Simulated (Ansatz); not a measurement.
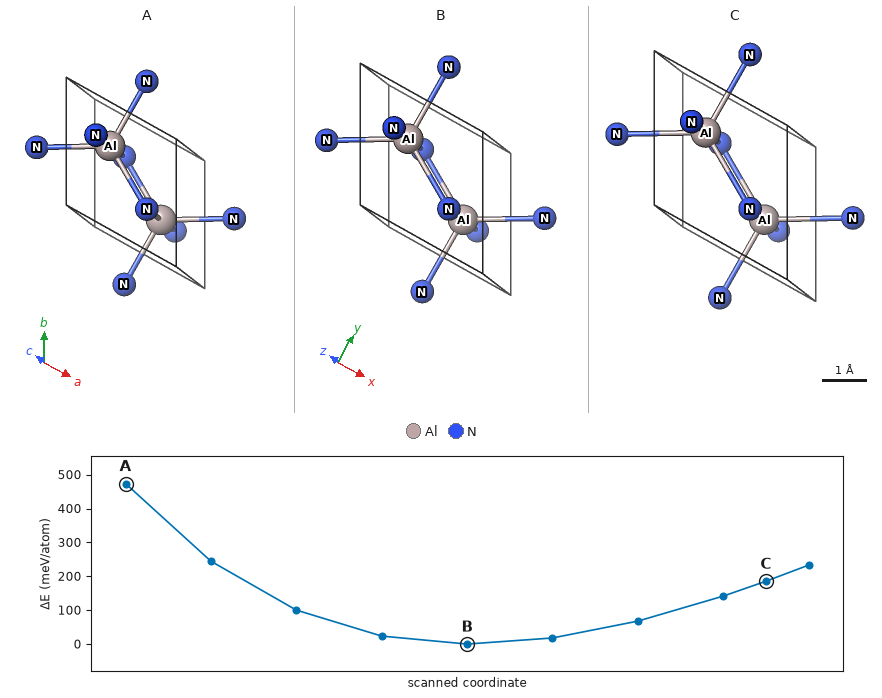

Frames of a one-coordinate scan of a crystal of AlN (P6_3/mmc). x, y and z are the Cartesian axes of the input. The picture is a ball-and-stick view of the cell of the calculation, seen along the c axis, with a slight tilt.

These are results of Ansatz, DFT PBE, scalar-relativistic, plane waves, PAW, not measurements. Set-up: plane-wave cutoff 420 eV; k-point mesh 9 × 9 × 6; occupations gaussian; smearing width 0.05 eV; no spin polarisation. Energies (free energies at the smearing named) are counted from the cell as listed in its source, which wasn't relaxed.

What is being scanned?

Answer. The cell is strained equally along x and y, with the atoms kept at their fractional coordinates. In the frames the strain is −0.10 (A), 0.00 (B), 0.0875 (C). Of the computed points the lowest is at the strain 0.00, 0 meV/atom. The distortion keeps the space group P6_3/mmc. At the strain −0.10 the cell of the drawing goes a 3.312 → 2.981 Å, b 3.312 → 2.981 Å.
